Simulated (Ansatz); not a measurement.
**Geometry relaxation of Si16H (charge +1) (part 3 of 3)**

Continued. System: Si16H (defect cell, 17 atoms in the cell, total charge +1). Method: DFT PBE, scalar-relativistic, plane waves, PAW, no spin polarisation (Ansatz 0.2.0); cutoff 420 eV, 2×2×2 k-mesh, Gaussian smearing of 0.05 eV. It belongs to a series of runs on one base structure; here: end point A relaxed.

Geometry of the input (Å; fractional positions):
```
0.0000  5.4300  5.4300
5.4300  0.0000  5.4300
5.4300  5.4300  0.0000
Si 0.0000  0.0000  0.0000
Si 0.1250  0.1250  0.1250
Si -0.0000  0.0000  0.5000
Si 0.1250  0.1250  0.6250
Si -0.0000  0.5000  0.0000
Si 0.1250  0.6250  0.1250
Si -0.0000  0.5000  0.5000
Si 0.1250  0.6250  0.6250
Si 0.5000  -0.0000  0.0000
Si 0.6250  0.1250  0.1250
Si 0.5000  0.0000  0.5000
Si 0.6250  0.1250  0.6250
Si 0.5000  0.5000  0.0000
Si 0.6250  0.6250  0.1250
Si 0.5000  0.5000  0.5000
Si 0.6250  0.6250  0.6250
H  0.7450  0.2542  0.2663
```

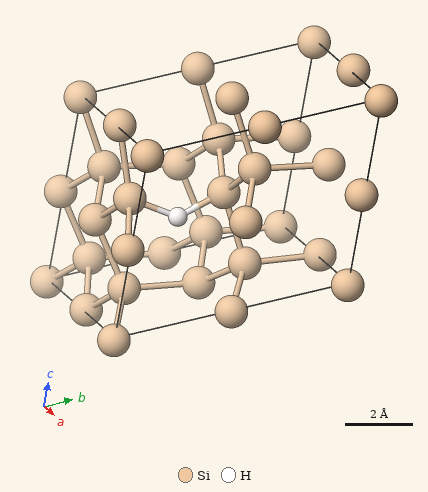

Figure 1. The geometry at step 12 of the log (ball-and-stick view of the cell of the calculation, seen slightly off an axis).

### Key numbers

- outcome: converged
- electrons treated: 64
- free energy: −10192.6431 eV
- Fermi energy: 6.311 eV
- final volume: 320.21 Å³
- largest force (length of the vector) at the end: 0.013 eV/Å
- hardware: 1 thread of Arm Neoverse N1, 98 GiB of memory available, shared host
- wall time: 2.3 min
- peak memory: 0.56 GiB

### Notes

The k-point mesh is coarse for a cell of this size, so the results may not be converged.
